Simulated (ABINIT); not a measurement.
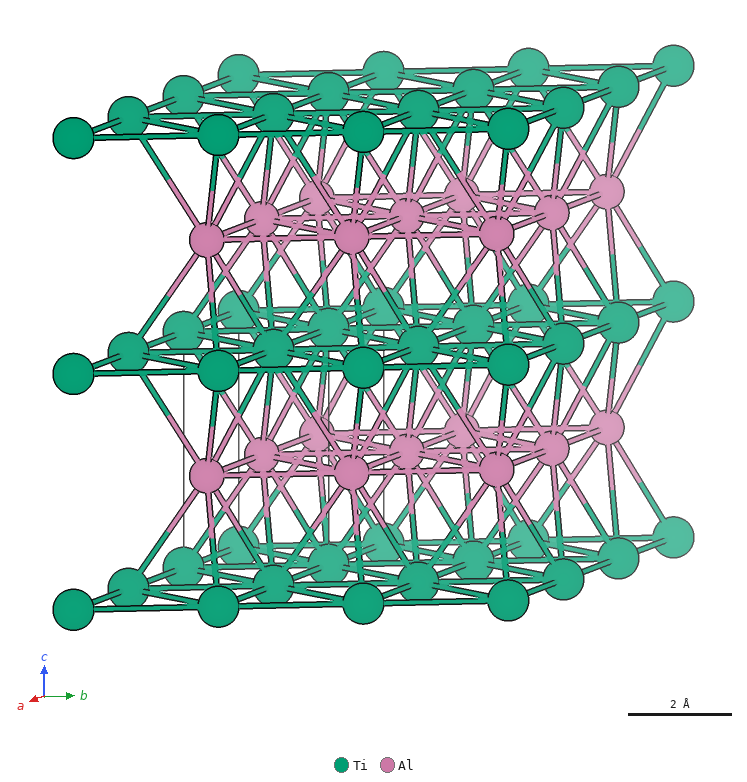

Fig. 1: The structure as given in the input (ball-and-stick view of the cell of the calculation, repeated 3 × 3 × 2, seen slightly off an axis). Near neighbours in the crystal (not all of them lie inside the picture): Ti has 6 Al at 2.87 Å and 6 Ti at 2.87 Å; Al has 6 Al at 2.87 Å and 6 Ti at 2.87 Å.

## TiAl: geometry relaxation (part 1 of 3)

- system: TiAl (P-6m2, 2 atoms in the cell)
- method: Kohn-Sham DFT of a periodic cell, PBE, JTH PAW PBE v2.0, no spin polarisation (ABINIT 10.8.3)

The structure derives from a Materials Project entry.

## Input
```
# Pseudopotentials
pp_dirpath "./"
pseudos "Ti.GGA_PBE-JTH.xml, Al.GGA_PBE-JTH.xml"

# Structure
acell 3*1.0
rprim
     5.4183403473     0.0000000000     0.0000000000
    -2.7091701735     4.6924203870     0.0000000000
     0.0000000000     0.0000000000     8.8402956583
ntypat 2
znucl 22 13
natom 2
typat 1 2
chkprim 0
chksymtnons 0
tolsym 1.0e-6
xred
            0.0            0.0            0.0
            1/3            2/3            1/2

# Plane-wave basis
ecut 15.0
pawecutdg 30.0
pawxcdev 0
ecutsm 0.5

# k points
kptopt 1
ngkpt 8 8 4
nshiftk 1
shiftk 0.0 0.0 0.0

# Exchange and correlation
ixc 11

# Bands and occupations
nband 12
occopt 3
tsmear 0.05 eV

# SCF cycle
nstep 80
tolvrs 1.0e-10

# Output
iomode 3
prteig 0
prtebands 0
prtwf 0
prtden 0

# Relaxation
ionmov 2
optcell 2
ntime 50
tolmxf 2.0e-5
dilatmx 1.08
```

Command:
```bash
abinit run.abi > log 2>&1
```

## Log
```
.Version 10.8.3 of ABINIT
 Symmetries : space group P-6 m 2 (#187); Bravais hP (primitive hexag.)
================================================================================
 Values of the parameters that define the memory need of the present run
     intxc =       0    ionmov =       2      iscf =      17    lmnmax =      18
     lnmax =       6     mgfft =      36  mpssoang =       3    mqgrid =    3001
     natom =       2  nloc_mem =       2    nspden =       1   nspinor =       1
    nsppol =       1      nsym =      12    n1xccc =       1    ntypat =       2
    occopt =       3   xclevel =       2
       mpw =         797          nfft =       20736          nkpt =          30
 PAW method is used; the additional fine FFT grid is defined by:
   mgfftf=        48    nfftf =     43200
================================================================================
================================================================================

--------------------------------------------------------------------------------
------------- Echo of variables that govern the present computation ------------
--------------------------------------------------------------------------------
 -outvars: echo values of preprocessed input variables --------
            acell      1.0000000000E+00  1.0000000000E+00  1.0000000000E+00 Bohr
              amu      4.78800000E+01  2.69815390E+01
          chkprim           0
      chksymtnons           0
          dilatmx      1.08000000E+00
             ecut      1.50000000E+01 Hartree
           ecutsm      5.00000000E-01 Hartree
           ionmov           2
              ixc          11
         kptrlatt        8    0    0      0    8    0      0    0    4
          kptrlen      3.53611826E+01
            natom           2
            nband          12
            ngfft          24      24      36
          ngfftdg          30      30      48
             nkpt          30
            nstep          80
             nsym          12
            ntime          50
           ntypat           2
           occopt           3
          optcell           2
        pawecutdg      3.00000000E+01 Hartree
         pawxcdev           0
           prtden           0
        prtebands           0
           prteig           0
            prtwf           0
            rprim      5.4183403473E+00  0.0000000000E+00  0.0000000000E+00
                      -2.7091701735E+00  4.6924203870E+00  0.0000000000E+00
                       0.0000000000E+00  0.0000000000E+00  8.8402956583E+00
          spgroup         187
           tolmxf      2.00000000E-05
           tolsym      1.00000000E-06
           tolvrs      1.00000000E-10
           tsmear      1.83746611E-03 Hartree
            typat      1  2
           useylm           1
           xangst      0.0000000000E+00  0.0000000000E+00  0.0000000000E+00
                       5.2917753209E-11  1.6554146207E+00  2.3390414984E+00
            xcart      0.0000000000E+00  0.0000000000E+00  0.0000000000E+00
                       1.0000006076E-10  3.1282802580E+00  4.4201478292E+00
             xred      0.0000000000E+00  0.0000000000E+00  0.0000000000E+00
                       3.3333333333E-01  6.6666666667E-01  5.0000000000E-01
            znucl       22.00000   13.00000

================================================================================

 chkinp: Checking input parameters for consistency.

================================================================================
== DATASET  1 ==================================================================

--- !DatasetInfo
iteration_state: {dtset: 1, }
dimensions: {natom: 2, nkpt: 30, mband: 12, nsppol: 1, nspinor: 1, nspden: 1, mpw: 797, }
cutoff_energies: {ecut:  15.0, pawecutdg:  30.0, }
electrons: {nelect:   1.50000000E+01, charge:   0.00000000E+00, occopt:   3.00000000E+00, tsmear:   1.83746611E-03, }
meta: {optdriver: 0, ionmov: 2, optcell: 2, iscf: 17, paral_kgb: 0, }
...

 Exchange-correlation functional for the present dataset will be:
  GGA: Perdew-Burke-Ernzerhof functional - ixc=11
  J.P.Perdew, K.Burke, M.Ernzerhof, PRL 77, 3865 (1996)

 Real(R)+Recip(G) space primitive vectors, cartesian coordinates (Bohr,Bohr^-1):
 R(1)=  5.4183403  0.0000000  0.0000000  G(1)=  0.1845584  0.1065548  0.0000000
 R(2)= -2.7091702  4.6924204  0.0000000  G(2)=  0.0000000  0.2131096  0.0000000
 R(3)=  0.0000000  0.0000000  8.8402957  G(3)=  0.0000000  0.0000000  0.1131184
 Unit cell volume ucvol=  2.2476567E+02 bohr^3
 Angles (23,13,12)=  9.00000000E+01  9.00000000E+01  1.20000000E+02 degrees

 Coarse grid specifications (used for wave-functions):

 getcut: wavevector=  0.0000  0.0000  0.0000  ngfft=  24  24  36
         ecut(hartree)=     17.496   => boxcut(ratio)=   2.16272

 Fine grid specifications (used for densities):

 getcut: wavevector=  0.0000  0.0000  0.0000  ngfft=  30  30  48
         ecut(hartree)=     34.992   => boxcut(ratio)=   2.03904

--- Pseudopotential description ------------------------------------------------
- pspini: atom type   1  psp file is ./Ti.GGA_PBE-JTH.xml
 Pseudopotential format is: paw10
 basis_size (lnmax)=  6 (lmn_size= 18), orbitals=   0   0   1   1   2   2
 Spheres core radius: rc_sph= 2.30802695
 Shapefunction is BESSEL type: shapef(r,l)=aa(1,l)*jl(q(1,l)*r)+aa(2,l)*jl(q(2,l)*r)
 Radius for shape functions =  2.01037111
 Compensation charge density is not taken into account in XC energy/potential

- pspini: atom type   2  psp file is ./Al.GGA_PBE-JTH.xml
 Pseudopotential format is: paw10
 basis_size (lnmax)=  4 (lmn_size=  8), orbitals=   0   0   1   1
 Spheres core radius: rc_sph= 1.90363307
 Shapefunction is SIN type: shapef(r)=[sin(pi*r/rshp)/(pi*r/rshp)]**2
 Radius for shape functions =  1.60786206
 Compensation charge density is not taken into account in XC energy/potential

   3.27651119E+02                                ecore*ucvol(ha*bohr**3)
--------------------------------------------------------------------------------

================================================================================

=== [ionmov= 2] Broyden-Fletcher-Goldfarb-Shanno method (forces)
================================================================================

--- Iteration: ( 1/50) Internal Cycle: (1/1)
--------------------------------------------------------------------------------

---SELF-CONSISTENT-FIELD CONVERGENCE--------------------------------------------

--- !BeginCycle
iteration_state: {dtset: 1, itime: 1, icycle: 1, }
solver: {iscf: 17, nstep: 80, nline: 4, wfoptalg: 10, }
tolerances: {tolvrs: 1.00E-10, }
...

     iter   Etot(hartree)      deltaE(h)  residm     nres2
 ETOT  1  -59.826487644064    -5.983E+01 5.965E+00 8.988E+00
 ETOT  2  -60.789295057901    -9.628E-01 5.604E-02 2.444E+00
 ETOT  3  -60.775356179583     1.394E-02 2.673E-02 6.820E-01
 ETOT  4  -60.773635897568     1.720E-03 1.268E-02 5.740E-02
 ETOT  5  -60.773451640371     1.843E-04 1.266E-03 3.812E-03
 ETOT  6  -60.773441580675     1.006E-05 5.452E-04 1.167E-04
 ETOT  7  -60.773441322745     2.579E-07 1.650E-04 1.893E-05
 ETOT  8  -60.773441212674     1.101E-07 1.646E-04 2.563E-07
 ETOT  9  -60.773441214386    -1.712E-09 6.879E-04 4.530E-08
 ETOT 10  -60.773441214278     1.078E-10 1.165E-04 4.408E-09
 ETOT 11  -60.773441214269     8.839E-12 4.841E-04 1.026E-10
 ETOT 12  -60.773441214270    -4.050E-13 6.806E-05 7.223E-12

 At SCF step   12       nres2   =  7.22E-12 < tolvrs=  1.00E-10 =>converged.

 Cartesian components of stress tensor (hartree/bohr^3)
  sigma(1 1)= -4.12091307E-05  sigma(3 2)=  0.00000000E+00
  sigma(2 2)= -4.12091304E-05  sigma(3 1)=  0.00000000E+00
  sigma(3 3)=  3.68626181E-05  sigma(2 1)= -2.06005357E-13

--- !ResultsGS
iteration_state: {dtset: 1, itime: 1, icycle: 1, }
comment   : Summary of ground state results
lattice_vectors:
- [  5.4183403,   0.0000000,   0.0000000, ]
- [ -2.7091702,   4.6924204,   0.0000000, ]
- [  0.0000000,   0.0000000,   8.8402957, ]
lattice_lengths: [   5.41834,    5.41834,    8.84030, ]
lattice_angles: [ 90.000,  90.000, 120.000, ] # degrees, (23, 13, 12)
lattice_volume:   2.2476567E+02
convergence: {deltae: -4.050E-13, res2:  7.223E-12, residm:  6.806E-05, diffor: null, }
etotal    :  -6.07734412E+01
entropy   :   0.00000000E+00
fermie    :   2.91875302E-01
cartesian_stress_tensor: # hartree/bohr^3
- [ -4.12091307E-05,  -2.06005357E-13,   0.00000000E+00, ]
- [ -2.06005357E-13,  -4.12091304E-05,   0.00000000E+00, ]
- [  0.00000000E+00,   0.00000000E+00,   3.68626181E-05, ]
pressure_GPa:   4.4676E-01
xred      :
- [  0.0000E+00,   0.0000E+00,   0.0000E+00, Ti]
- [  3.3333E-01,   6.6667E-01,   5.0000E-01, Al]
cartesian_forces: # hartree/bohr
- [ -2.48475091E-29,  -1.43457161E-29,  -0.00000000E+00, ]
- [  2.48475091E-29,   1.43457161E-29,  -0.00000000E+00, ]
force_length_stats: {min:   2.86914322E-29, max:   2.86914322E-29, mean:   2.86914322E-29, }
...

 Integrated electronic density in atomic spheres:
 ------------------------------------------------
 Atom  Sphere_radius  Integrated_density
    1        2.30803         10.16704889
    2        1.90363          0.76238537

---OUTPUT-----------------------------------------------------------------------

 Cartesian coordinates (xcart) [bohr]
  0.00000000000000E+00  0.00000000000000E+00  0.00000000000000E+00
  1.00000060763174E-10  3.12828025800000E+00  4.42014782915000E+00
 Reduced coordinates (xred)
  0.00000000000000E+00  0.00000000000000E+00  0.00000000000000E+00
  3.33333333333333E-01  6.66666666666667E-01  5.00000000000000E-01
 Cartesian forces (fcart) [Ha/bohr]; max,rms= 2.48475E-29 1.65650E-29 (free atoms)
 -2.48475091131563E-29 -1.43457160747206E-29 -0.00000000000000E+00
  2.48475091131563E-29  1.43457160747206E-29 -0.00000000000000E+00
 Gradient of E wrt nuclear positions in reduced coordinates (gred)
  1.34632261157719E-28 -2.44794785992097E-45  0.00000000000000E+00
 -1.34632261157719E-28  2.68092985390586E-44 -0.00000000000000E+00
 Scale of Primitive Cell (acell) [bohr]
  1.00000000000000E+00  1.00000000000000E+00  1.00000000000000E+00
 Real space primitive translations (rprimd) [bohr]
  5.41834034730000E+00  0.00000000000000E+00  0.00000000000000E+00
 -2.70917017350000E+00  4.69242038700000E+00  0.00000000000000E+00
  0.00000000000000E+00  0.00000000000000E+00  8.84029565830000E+00
 Unitary Cell Volume (ucvol) [Bohr^3]=  2.24765672621799E+02
 Angles (23,13,12)= [degrees]
  9.00000000000000E+01  9.00000000000000E+01  1.19999999999219E+02
 Lengths [Bohr]
  5.41834034730000E+00  5.41834034712801E+00  8.84029565830000E+00
 Stress tensor in cartesian coordinates (strten) [Ha/bohr^3]
 -4.12091306970386E-05 -2.06005357174579E-13  0.00000000000000E+00
 -2.06005357174579E-13 -4.12091303894080E-05  0.00000000000000E+00
  0.00000000000000E+00  0.00000000000000E+00  3.68626181031350E-05
 Total energy (etotal) [Ha]= -6.07734412142695E+01

--- Iteration: ( 2/50) Internal Cycle: (1/1)
--------------------------------------------------------------------------------

---SELF-CONSISTENT-FIELD CONVERGENCE--------------------------------------------

--- !BeginCycle
iteration_state: {dtset: 1, itime: 2, icycle: 1, }
solver: {iscf: 17, nstep: 80, nline: 4, wfoptalg: 10, }
tolerances: {tolvrs: 1.00E-10, }
...

     iter   Etot(hartree)      deltaE(h)  residm     nres2
 ETOT  1  -60.773618340479    -6.077E+01 6.483E-04 2.889E-02
 ETOT  2  -60.773591085524     2.725E-05 5.847E-05 3.054E-02
 ETOT  3  -60.773466194781     1.249E-04 3.294E-05 1.077E-04
 ETOT  4  -60.773470070196    -3.875E-06 6.949E-06 9.846E-06
 ETOT  5  -60.773470056266     1.393E-08 6.166E-07 6.836E-07
 ETOT  6  -60.773470053922     2.344E-09 1.080E-06 2.741E-08
 ETOT  7  -60.773470053829     9.324E-11 7.969E-07 1.819E-09
 ETOT  8  -60.773470053822     6.331E-12 5.279E-07 4.027E-11

 At SCF step    8       nres2   =  4.03E-11 < tolvrs=  1.00E-10 =>converged.

 Cartesian components of stress tensor (hartree/bohr^3)
  sigma(1 1)= -3.28963307E-05  sigma(3 2)=  0.00000000E+00
  sigma(2 2)= -3.28963303E-05  sigma(3 1)=  0.00000000E+00
  sigma(3 3)=  3.30920550E-05  sigma(2 1)= -2.05703421E-13

--- !ResultsGS
iteration_state: {dtset: 1, itime: 2, icycle: 1, }
comment   : Summary of ground state results
lattice_vectors:
- [  5.4250389,   0.0000000,   0.0000000, ]
- [ -2.7125194,   4.6982215,   0.0000000, ]
- [  0.0000000,   0.0000000,   8.8305194, ]
lattice_lengths: [   5.42504,    5.42504,    8.83052, ]
lattice_angles: [ 90.000,  90.000, 120.000, ] # degrees, (23, 13, 12)
lattice_volume:   2.2507258E+02
convergence: {deltae:  6.331E-12, res2:  4.027E-11, residm:  5.279E-07, diffor: null, }
etotal    :  -6.07734701E+01
entropy   :   0.00000000E+00
fermie    :   2.91226089E-01
cartesian_stress_tensor: # hartree/bohr^3
- [ -3.28963307E-05,  -2.05703421E-13,   0.00000000E+00, ]
- [ -2.05703421E-13,  -3.28963303E-05,   0.00000000E+00, ]
- [  0.00000000E+00,   0.00000000E+00,   3.30920550E-05, ]
pressure_GPa:   3.2070E-01
xred      :
- [ -6.1144E-30,  -3.0572E-30,   0.0000E+00, Ti]
- [  3.3333E-01,   6.6667E-01,   5.0000E-01, Al]
cartesian_forces: # hartree/bohr
- [  6.04910200E-29,  -2.05965039E-29,  -0.00000000E+00, ]
- [ -6.04910200E-29,   2.05965039E-29,  -0.00000000E+00, ]
force_length_stats: {min:   6.39013261E-29, max:   6.39013261E-29, mean:   6.39013261E-29, }
...

 Integrated electronic density in atomic spheres:
 ------------------------------------------------
 Atom  Sphere_radius  Integrated_density
    1        2.30803         10.16528880
    2        1.90363          0.76121018
```
